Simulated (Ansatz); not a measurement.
# Single-point calculation of TiAl

TiAl (2 atoms in the cell), computed with DFT PBEsol, scalar-relativistic, plane waves, PAW, no spin polarisation (Ansatz 0.2.0).

The structure derives from a Materials Project entry. It belongs to a series of runs on one base structure; here: ratio of the length along [111] to the lengths across it x 1.41, volume and fractional coordinates fixed.

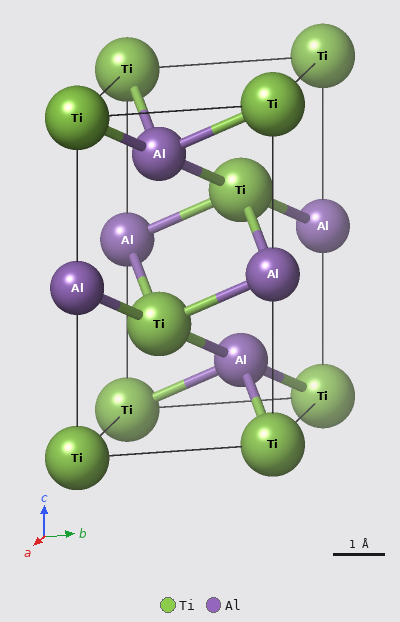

Figure 1. The structure as given in the input (ball-and-stick view of the cell 3 times as large as that of the calculation, set on its symmetry axes, seen slightly off an axis). An atom can appear more than once, as a periodic image.

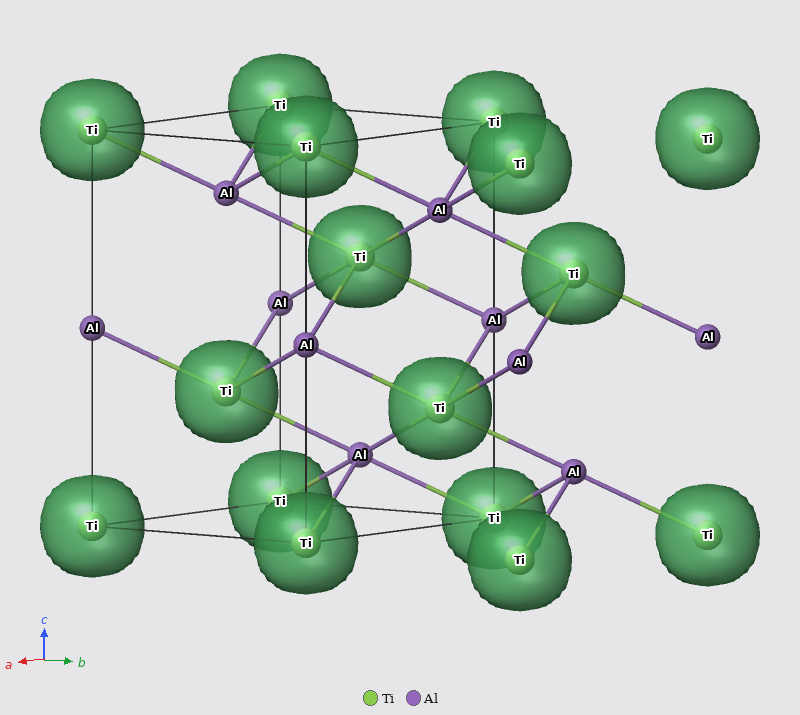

Figure 2. Isosurface of the valence charge density (pseudo) at 0.6 e/Å³ (green), seen at an oblique angle. Sticks mark near contacts. The outline is the cell set on symmetry axes. At this value the density breaks into separate islands; it holds about 60 % of the electrons treated as valence (semicore included). It is pinched off along the Ti–Al (2.59 Å) contacts. On the grid the lowest density along these lines, outside the cores, is 0.25 e/Å³ (Ti–Al, 2.59 Å). In a PAW calculation such maps are meaningful between the atoms, not at the nuclei.

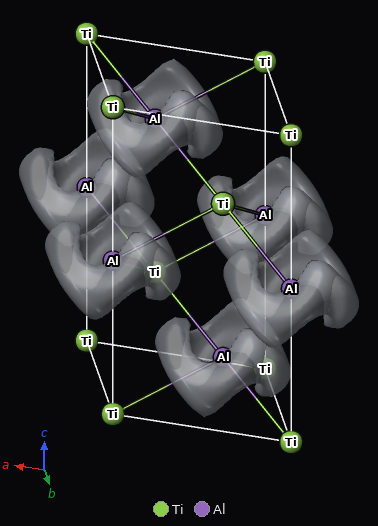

Figure 3. Isosurface of the ELF at 0.65 (grey), seen at an oblique angle. Only the valence region is drawn (cores and ρ < 0.01 e/Å³ removed). Sticks mark near contacts. The outline is the cell set on symmetry axes. Profiles from the grid: Ti–Al (2.59 Å): the ELF is about 0.30 at the midpoint; no shared electron pair.

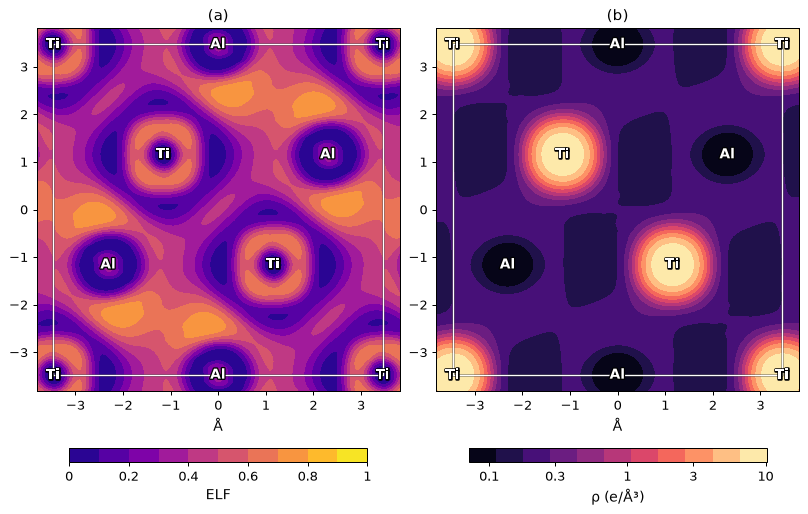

Figure 4. (a) electron localisation function; (b) valence electron density on the (110) plane of the conventional cell. Atoms in the plane: Ti and Al. Ti–Al (2.59 Å): ρ at the midpoint is about 0.26 e/Å³; the ELF is about 0.30 at the midpoint; no localised pair between them. Away from the nuclei the density in this plane falls to 0.13 e/Å³ at its lowest. The strong features right at Ti lie inside the PAW spheres (semicore, d or f shells) and say nothing about bonding.

The input that produced these results follows, with the program's output.

The input
```yaml
crystal:
  lattice:
    - [3.2224982572, 0.3874558022, 0.3874558022]
    - [0.3874558022, 3.2224982572, 0.3874558022]
    - [0.3874558022, 0.3874558022, 3.2224982572]
  atoms:
    - { symbol: Ti, position: [0.0, 0.0, 0.0] }
    - { symbol: Al, position: [0.5, 0.5, 0.5] }
basis:
  ecutwfc: 420
kpoints:
  mp_grid: { grid: [16, 16, 16] }
hamiltonian:
  xc: pbesol
scf:
  occupations: { method: gaussian, width: 0.15 }
output:
  forces: true
  stress: true
  eigenvalues: true
  write_density: true
  write_potential: true
  elf: true
  volumetric_format: npy
```

Run as:
```bash
ansatz run input.yaml --threads 1 --pin off --max-ram 2560MiB --backend cpu --events-out ev --progress --plain --runs-dir out
```

Output
```
Engine: ansatz 0.2.0, x86_64-unknown-linux-gnu
Pseudopotentials: kind: paw
Pseudopotential: Ti, paw, valence charge 12, recommended cutoff 420 eV (normal), Ti.paw.azcp
Pseudopotential: Al, paw, valence charge 3, recommended cutoff 420 eV (normal), Al.paw.azcp
Functional definition: PBEsol
  exchange = pbesol_x
  correlation = pbesol_c
Crystal: 2 atoms, lattice volume = 32.129 Å³
Basis set: ecut = 420 eV, 637 PW (Γ), exchange–correlation on 48×48×48 points (8 copies of the dense FFT grid, shifted against one another)
Bands: 12, of which v1, the nominal top of the filled ones, is band 8 counted from 1 (7 counted from 0)
Symmetry: 12 space group operations
Space group: R-3m (ITA 166), of the structure as read, at distance tolerance 3.2e-5 Å
k-points: 417 of 4096
Non-local potential: Ti, projectors of the file, l = 0: 3, l = 1: 2, l = 2: 3, l = 3: 1
Non-local potential: Al, projectors of the file, l = 0: 2, l = 1: 2, l = 2: 1
PAW form: soft (Blöchl's): semilocal exchange-correlation on the pseudo side does not see the compensation charge
PAW frozen core: Ti, regenerated for the run's functional, and the local potential with it (the file was generated under x = pbe(κ = 0.804, μ = 0.2195149727645171), c = pbe(β = 0.06672455060314922))
PAW frozen core: Al, regenerated for the run's functional, and the local potential with it (the file was generated under x = pbe(κ = 0.804, μ = 0.2195149727645171), c = pbe(β = 0.06672455060314922))
PAW one-centre angular grid: Ti, 590 points (default); XC on 64 Gauss nodes
PAW one-centre angular grid: Al, 110 points (default); XC on 64 Gauss nodes
Initial density: superposition of atomic densities (neutral atoms: chi_scale 0, normalization atom), corrected by the library's trained network
Initial wavefunctions: pseudopotential atomic-orbital guess
Functional: x = pbesol(κ = 0.804, μ = 0.12345679012345678), c = pbesol(β = 0.046)
SCF iter   1: F=—  HF=-2998.475402 eV  |F-HF|=—  |Δ(HF+E_count)|=         —  Δρ=5.83e-3  dr2=7.72e-3  ethr=1.77e-3  ⟨swp⟩=5.0  Hψ=25601  notcnv=0
preconditioner: auto → none  [metal: Δε(μ)=0.006 eV  Ē_g=5.260 eV  σ=0.150 eV  W_gap=0.02  n_scr=6 (ndim 8)  ℏωp=17.3 eV  f_vac=0.000  D(μ)=1.33/eV (n_scr^D=14)  sad-step TF]
SCF iter   2: F=—  HF=-2998.473848 eV  |F-HF|=—  |Δ(HF+E_count)|=   1.55e-3  Δρ=2.88e-3  dr2=1.89e-3  ethr=5.15e-5  ⟨swp⟩=1.0  Hψ=8340  notcnv=0
SCF iter   3: F=—  HF=-2998.473564 eV  |F-HF|=—  |Δ(HF+E_count)|=   2.85e-4  Δρ=1.96e-4  dr2=6.15e-6  ethr=1.26e-5  ⟨swp⟩=2.7  Hψ=7705  notcnv=0
SCF iter   4: F=—  HF=-2998.473579 eV  |F-HF|=—  |Δ(HF+E_count)|=   1.51e-5  Δρ=2.85e-5  dr2=1.50e-7  ethr=4.10e-8  ⟨swp⟩=2.6  Hψ=7853  notcnv=0
iter 5 did not close the SCF: its close was put off for the readings that it lacked (scf_convergence_deferred on its scf_iter line)
SCF iter   5: F=-2998.473579 eV  HF=-2998.473579 eV  |F-HF|=1.81e-9  |Δ(HF+E_count)|=   2.58e-8  Δρ=4.46e-6  dr2=5.18e-9  ethr=1.00e-9  ⟨swp⟩=2.1  Hψ=8035  notcnv=0
SCF iter   6: F=-2998.473579 eV  HF=-2998.473579 eV  |F-HF|=2.73e-12  |Δ(HF+E_count)|=  1.28e-10  Δρ=5.41e-7  dr2=7.22e-11  ethr=3.45e-11  ⟨swp⟩=4.6  Hψ=22141  notcnv=0
SCF 1 converged in 6 iterations: F = -2998.473579 eV  dr2 = 7.22e-11
  greatest PAW one-centre occupation: 0.999 electrons in one spin orbital (limit 2), on the Ti atom at site 0 (counted from 0), in its partial waves of l = 0
SCF converged after 6 iterations
Free energy (F): -2998.473579 eV
Harris-Foulkes:  -2998.473579 eV  (|F-HF|=2.73e-12)
Internal energy: -2998.458181 eV  (E = F + TS)
E sigma→0 (E₀):  -2998.465880 eV
Entropy (-TS):   -0.015398 eV (-7.699 meV/atom)
Fermi energy:    10.796394 eV
--- Per-component energies (eV) ---
  E_band       = -165.975541
  E_kinetic    = 297.234373
  E_local      = -1022.250521  (includes V_loc(G=0)·N_el)
  E_nonlocal   = 21.624860
  E_hartree    = 432.141201
  E_xc         = -136.870617
  E_vxc        = -151.597743  (∫ρ·V_xc dr)
  E_paw        = -1478.201454  (= ΣΔE_a)
  E_vpaw       = -175.268805  (= ΣTr[D̂ρ^β])
  E_aug_tail   = 0.000108  (compensation charges beyond the density's cutoff)
  E_ewald      = -1112.294655
  E_core_change = 0.158523  (= ΣΔE_core)
  E_smearing   = -0.015398  (= −TS)
  E_closure    = 0.000000  (closes the sum)
  Σ components = -2998.473579   (vs F -2998.473579, Δ=0.00e0)
--- Forces (eV/Å), atoms counted from 1 ---
  atom   1  Ti     0.00000000     0.00000000     0.00000000
  atom   2  Al     0.00000000    -0.00000000    -0.00000000
  max |Σ_I F_I| component: 1.97e-31 eV/Å
--- Stress (GPa, compression-positive) ---
        5.715429      -6.597038      -6.597038
       -6.597038       5.715429      -6.597038
       -6.597038      -6.597038       5.715429
  P = ⅓ Tr σ = 5.7154 GPa (57.154 kbar)
--- Band table (eV; the first three rows and the last of 417) ---
  k-point 0: bands = ["-45.5689", "-21.9698", "-21.9698", "-21.7716", "2.1517", "10.0710", "10.0710", "11.9949", "11.9949", "12.7258", "15.9001", "15.9001"]
  k-point 1: bands = ["-45.5685", "-21.9731", "-21.9696", "-21.7737", "2.2179", "10.0306", "10.0912", "11.9158", "11.9767", "12.7078", "15.7088", "16.0455"]
  k-point 2: bands = ["-45.5672", "-21.9826", "-21.9688", "-21.7792", "2.4150", "9.8848", "10.1426", "11.7265", "11.9346", "12.6700", "15.2058", "16.4346"]
  k-point 416: bands = ["-45.5379", "-22.0350", "-22.0350", "-21.9414", "7.2511", "8.7848", "8.7848", "9.1457", "13.4808", "13.4808", "15.3198", "15.4232"]
```

Key numbers

| quantity | value |
| --- | --- |
| outcome | converged |
| space group (tolerance 0.01 Å) | R-3m (166) |
| electrons treated | 15 |
| free energy | −2998.4736 eV |
| Fermi energy | 10.796 eV |
| gap on the k-point mesh | none (metallic) |
| pressure | 5.72 GPa |
| largest force (length of the vector) | under 0.001 eV/Å |
| hardware | 1 thread of AMD EPYC (Zen 5), 32 GiB of memory available, shared host |
| wall time | 3.6 s |
| peak memory | 0.47 GiB |

Remarks

The cell is under a pressure of 5.7 GPa at this level, so it is not at its equilibrium volume.
